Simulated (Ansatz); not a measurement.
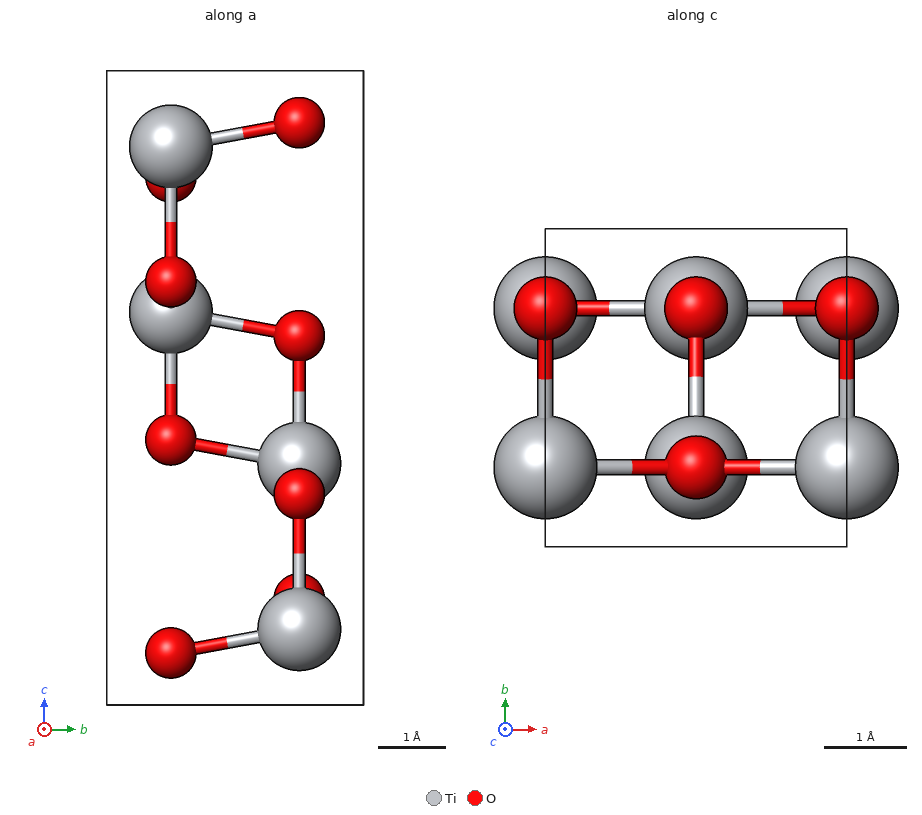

View along the a axis and along the c axis, drawn as a ball-and-stick model. The frame is the conventional unit cell; atoms at its boundary are shown with their periodic copies.

TiO2, space group Imma (No. 74), a = 3.68 Å, b = 3.88 Å, c = 9.58 Å, α = 90.00°, β = 90.00°, γ = 90.00°.

Computational set-up: Ansatz, DFT, PBE, plane waves, PAW, wavefunction cutoff 420 eV, k-points about 0.23 Å⁻¹ apart, Fermi-Dirac smearing of 0.02 eV, no spin polarisation.

**What does the calculation say: metal or gapped?**

A semiconductor at this level, with a gap of 2.19 eV, indirect; the smallest direct gap is 2.48 eV.

**What is the pressure at this volume?**

The computed pressure is 5.5 GPa (compressed: it would expand).

The initial geometry was a structure listed in the Materials Project. The cell was then strained or its atoms displaced on purpose. It was run through Ansatz as a DFT input.

At this level of theory the cell isn't at rest (compressed, at 6 GPa), so its distances can differ from those at equilibrium, the more so the softer the solid.
